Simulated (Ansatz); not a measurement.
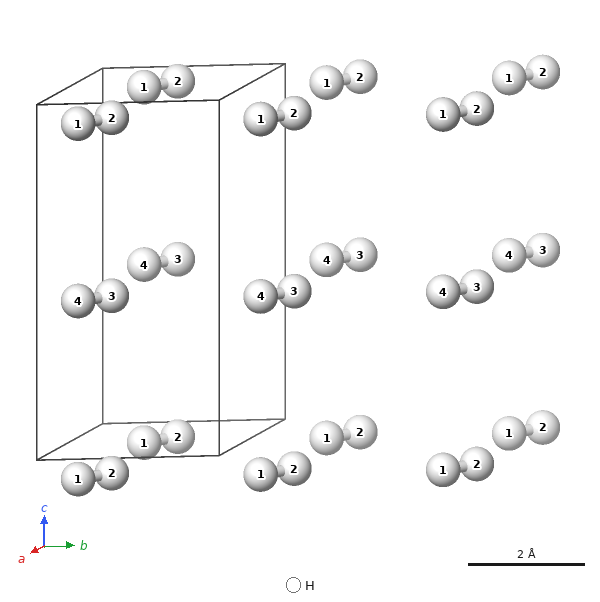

This is solid H (set up in Cmcm) in its unrelaxed database cell. A ball-and-stick model of the cell of the calculation, repeated 2 × 3 × 1 with one cell outlined, seen slightly off an axis.

All numbers below come from DFT PBE, scalar-relativistic, plane waves, PAW (Ansatz 0.2.0). Set-up: plane-wave cutoff 420 eV; k-point mesh 8 × 8 × 4; occupations gaussian; smearing width 0.02 eV; no spin polarisation.

Now this is done to it. The cell is strained by +7.3 % along c, +1.4 % along [1 1 0], +1.2 % along [1 −1 0] (volume +10.2 %) and atoms are displaced by 0.06 Å relative to the cell: H1 0.06 Å along [−1 1 1]. No relaxation follows.

Input
```yaml
crystal:
  lattice:
    - [1.6724026013, -2.7651787277, 0.0]
    - [1.6724026013, 2.7651787277, 0.0]
    - [0.0, 0.0, 6.7770098236]
  atoms:
    - { symbol: H, position: [0.5598267078, 0.4401732922, 1.0060421833] }
    - { symbol: H, position: [0.4401732922, 0.5598267078, -0.0060421833] }
    - { symbol: H, position: [0.4401732922, 0.5598267078, 0.5060421833] }
    - { symbol: H, position: [0.5598267078, 0.4401732922, 0.4939578167] }
basis:
  ecutwfc: 420
kpoints:
  mp_grid: { grid: [8, 8, 4] }
hamiltonian:
  xc: pbe
scf:
  occupations: { method: gaussian, width: 0.02 }
output:
  forces: true
  stress: true
  eigenvalues: true
  populations: true
```

> What is the effect?

Near-neighbour distances before and after: H–H 0.741 → 0.667 Å. The space group stays Cmcm (No. 63). Energy change: +70.1 meV per atom. Pressure: 0.7 GPa before, 4.4 GPa after. The principal stresses (compression positive) are 12.9 GPa along [1 −1 0] and 0.2 GPa across it. The largest forces, 3.8 eV/Å, act on H1, H2, H3 and H4; on H2 it points roughly along [−1 1 0]. The forces point partly back along the displacements (cosine −0.61).

The changed structure in the same view:

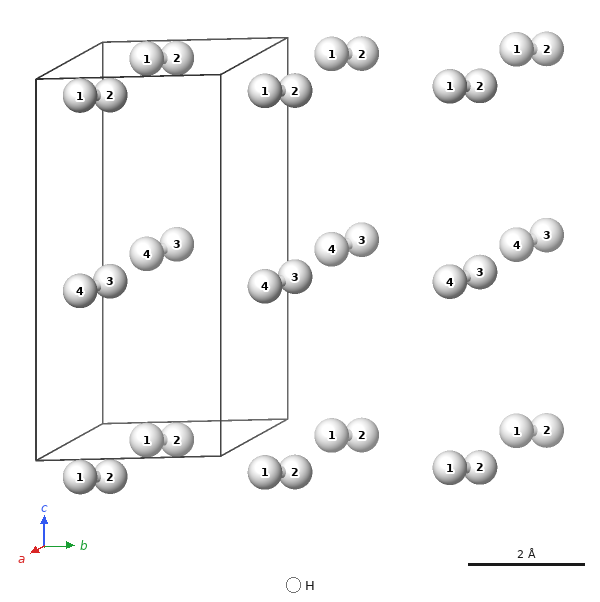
